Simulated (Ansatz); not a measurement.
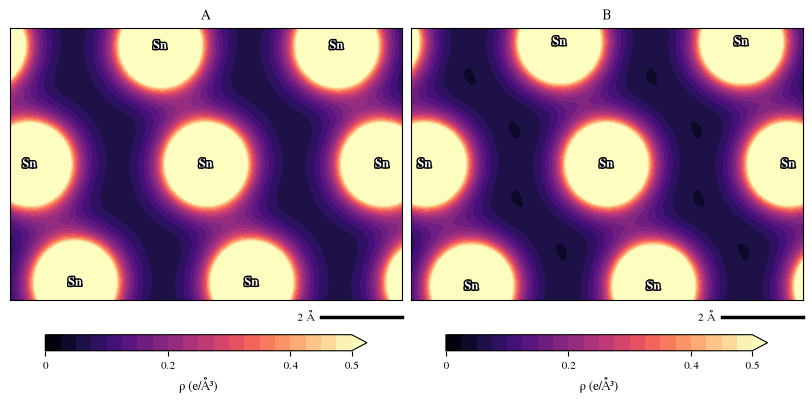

Sn. The valence pseudo-density of two cells that differ in size, on the (11̄0) plane of each (indices in the axes of the calculation cell), at one length scale and on one colour scale: B has 28.4 Å³ an atom and A 25.8.

Method: DFT PBE, scalar-relativistic, plane waves, PAW in Ansatz.

In a PAW calculation such maps are meaningful between the atoms, not at the nuclei.

The larger cell:

```
Sn
1.0
    -2.96432    2.96432    1.61635
     2.96432   -2.96432    1.61635
     2.96432    2.96432   -1.61635
Sn
2
Cartesian
  0.0000 2.9643 0.8082
  0.0000 0.0000 0.0000
```

The smaller cell: a = 4.354 Å, b = 4.354 Å, c = 4.354 Å, α = 97.44°, β = 97.44°, γ = 137.83°.

### What does the compression do to the bonding and the properties?

From the larger cell to the smaller, Sn–Sn goes from 3.23 to 3.13 Å, and the density at its midpoint from 0.18 to 0.2 e/Å³; the pressure goes from 0.0 to 6 GPa.
